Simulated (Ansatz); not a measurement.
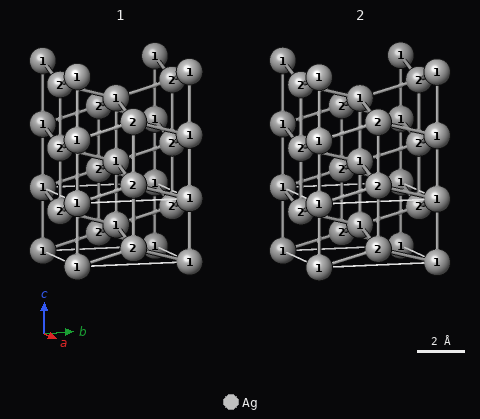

Two geometries of a crystal of Ag (built on the beta-tin_141 type) (coarse preliminary run), drawn at one scale. One is the start of a relaxation, the other its converged end. A ball-and-stick model of the conventional cell (2 times the calculation's cell), repeated 1 × 1 × 3 with one cell outlined, seen slightly off an axis. Lengths and directions refer to the drawn axes.

These are results of DFT PBE, scalar-relativistic, plane waves, PAW in Ansatz 0.2.0, not measurements. (plane-wave cutoff 420 eV; k-point mesh 8 × 8 × 8; occupations gaussian; smearing width 0.1 eV; no spin polarisation; cell and atoms relaxed; force threshold 0.04 eV/Å; at most 70 steps)

Q: Which one is relaxed?

A: Structure 2 is the relaxed one. Case: beta-tin type (I4_1/amd, No. 141). No atom moves by more than 0.005 Å relative to the cell. The volume changes by +10.8 %, with a = b 5.075 → 5.340 Å (+5.2 %), c 2.768 → 2.771 Å (+0.1 %). Among the contacts that change: Ag1–Ag2 2.630 → 2.758 Å. The space group stays I4_1/amd (No. 141). The energy falls by 72.3 meV per atom in 3 accepted moves (4 points after the start). All forces vanish by symmetry, so only the cell relaxes. The pressure goes from 10.37 to −0.02 GPa. At 1 point the geometry stayed and the basis and grid were re-selected for the new cell (energy shift of 0.5 meV per atom at most each time). The run took roughly 14 core-seconds on a shared host.
